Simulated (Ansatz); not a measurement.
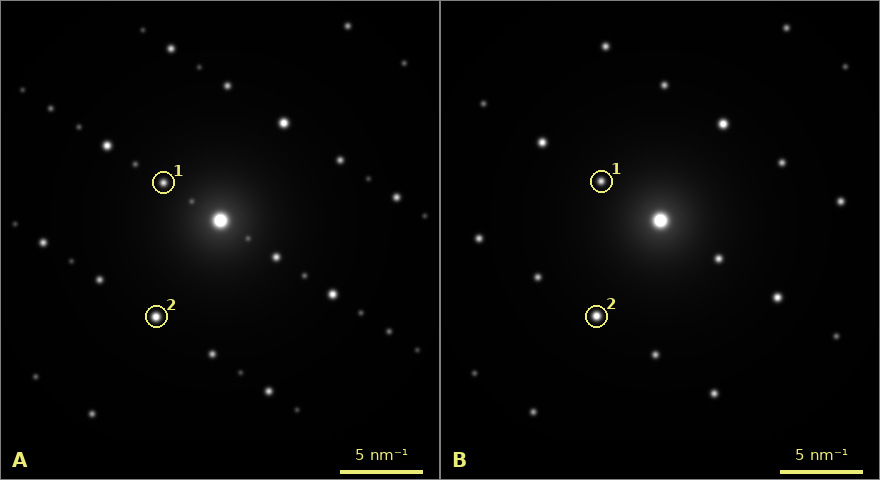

Kinematic electron diffraction patterns (300 kV, B = 0.5 Å², same scale) along [1-10] of the run's own cell, for the start and the end of one relaxation of LiF with Ansatz, DFT PBEsol, scalar-relativistic, plane waves, PAW. k mesh 9×9×3. The start is a generated model structure, and the relaxation ends in the nearest stationary point of its symmetry, not necessarily the ground state. Spot 1 is 0 0 -4 and spot 2 is 1 1 0 in both.

Start structure:

```
CELL_PARAMETERS angstrom
2.83403 0.00000 0.00000
-1.41702 2.45434 0.00000
0.00000 0.00000 9.25589
ATOMIC_POSITIONS crystal
Li 0.00000 0.00000 0.00000
F 0.66667 0.33333 0.12500
Li 0.33333 0.66667 0.25000
F 0.66667 0.33333 0.37500
Li 0.00000 0.00000 0.50000
F 0.33333 0.66667 0.62500
Li 0.66667 0.33333 0.75000
F 0.33333 0.66667 0.87500
```

Which pattern belongs to the start structure, and which to the relaxed one?

Answer. B is the start: its cell gives d(1) = 2.314 Å, d(2) = 1.417 Å and an angle of 90.0°. A is the relaxed structure, with d(1) = 2.413 Å (+4.3 %), d(2) = 1.403 Å (-1.0 %) and 90.0°.

Name reflections whose intensity changes strongly on relaxation.

Answer. 0 0 6, 0 0 10 come into sight.

What did the relaxation do to the structure and the energy?

Answer. The volume changed by +2.2 % to 8.23 Å³ an atom; with the mean shift removed, the atoms moved by up to 0.05 Å relative to the cell (F most); the space group stayed P6_3/mmc (No. 194); the free energy fell by 20 meV an atom. Relaxed cell: a = 2.806 Å, b = 2.806 Å, c = 9.651 Å, α = 90.00°, β = 90.00°, γ = 120.00°.
